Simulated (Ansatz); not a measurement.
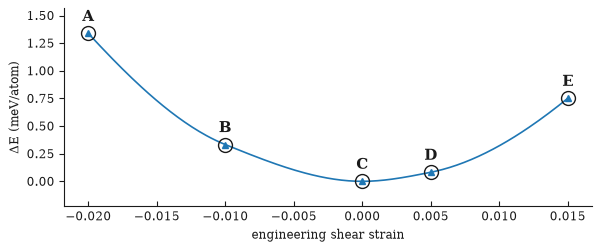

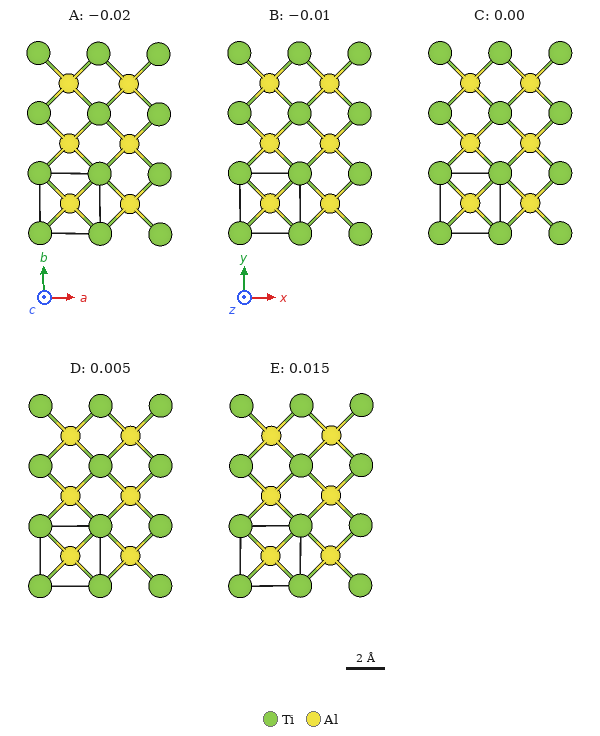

A scan of crystalline TiAl (Pm-3m): the cell is strained in shear in the xy plane, with the atoms kept at their fractional coordinates. x, y and z are the Cartesian axes of the input. The lettered frames are marked on the plot. The picture is a ball-and-stick view of the cell of the calculation, repeated 2 × 3 × 2 with one cell outlined, seen along the c axis.

Level of theory: Ansatz, DFT PBEsol, scalar-relativistic, plane waves, PAW. Set-up: plane-wave cutoff 420 eV; k-point mesh 16 × 16 × 16; occupations gaussian; smearing width 0.15 eV; no spin polarisation. Energies (free energies at the smearing named) are counted from the cell as listed in its source, which wasn't relaxed.

Question: Describe the profile.

Answer: The lowest computed point lies at the strain 0.00 (0.00 meV/atom). The end points stand at 1.34 meV/atom (−0.02) and 0.75 meV/atom (0.015). The unrelaxed reference is under a pressure of −2.4 GPa. The distortion takes the space group from Pm-3m to Cmmm. At the strain −0.02 the cell of the drawing goes γ 90.0° → 91.1°.
